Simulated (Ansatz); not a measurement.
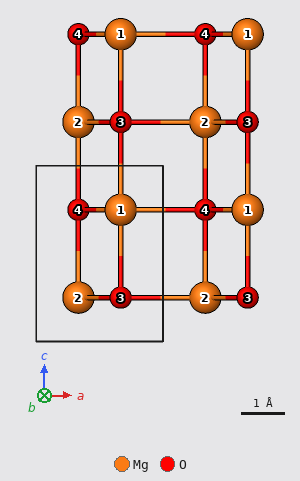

Energy scan for crystalline MgO (P6_3/mmc), in which the ratio of the cell's length along z to its lengths across, counted as 1 for the reference, is changed at fixed volume (a c/a path), with the atoms kept at their fractional coordinates. x, y and z are the Cartesian axes of the input. The picture shows the reference cell. The picture is a ball-and-stick view of the cell of the calculation, repeated 2 × 2 × 2 with one cell outlined, seen along the b axis.

Level of theory: DFT LDA, scalar-relativistic, plane waves, PAW in Ansatz 0.2.0. Set-up: plane-wave cutoff 420 eV; k-point mesh 12 × 12 × 6; occupations gaussian; smearing width 0.05 eV; no spin polarisation. Energies (free energies at the smearing named) are counted from the cell as listed in its source, which wasn't relaxed.

Input file:
```yaml
crystal:
  lattice:
    - [3.4863778627, 0.0, 0.0]
    - [-1.7431889314, 3.0192917963, 0.0]
    - [0.0, 0.0, 4.17804122]
  atoms:
    - { symbol: Mg, position: [0.6666666667, 0.3333333333, 0.75] }
    - { symbol: Mg, position: [0.3333333333, 0.6666666667, 0.25] }
    - { symbol: O, position: [0.6666666667, 0.3333333333, 0.25] }
    - { symbol: O, position: [0.3333333333, 0.6666666667, 0.75] }
basis:
  ecutwfc: 420
kpoints:
  mp_grid: { grid: [12, 12, 6] }
hamiltonian:
  xc: lda
scf:
  occupations: { method: gaussian, width: 0.05 }
output:
  forces: true
  stress: true
  eigenvalues: true
```

Run as
```bash
ansatz run input.yaml --threads 1 --pin off --max-ram 2560MiB --backend cpu --events-out ev --progress --plain --runs-dir out
```

Question: Give the energy at each point (the relative ratio: 0.80, 0.85, 0.92, 0.96, 1.00, 1.05, 1.10, 1.20, 1.30).

Answer:
```
axial ratio over its reference value  energy change (meV/atom)
                                0.80                     276.9
                                0.85                     129.9
                                0.92                      29.2
                                0.96                       6.3
                                1.00                       0.0
                                1.05                       9.0
                                1.10                      32.0
                                1.20                     108.3
                                1.30                     217.3
```

The lowest computed point lies at the relative ratio 1.00 (0.0 meV/atom). The end points stand at 276.9 meV/atom (0.80) and 217.3 meV/atom (1.30). The unrelaxed reference is under a pressure of −4.0 GPa. The distortion keeps the space group P6_3/mmc. At the relative ratio 1.30 the cell of the drawing goes a 3.486 → 3.194 Å, b 3.486 → 3.194 Å, c 4.178 → 4.977 Å.
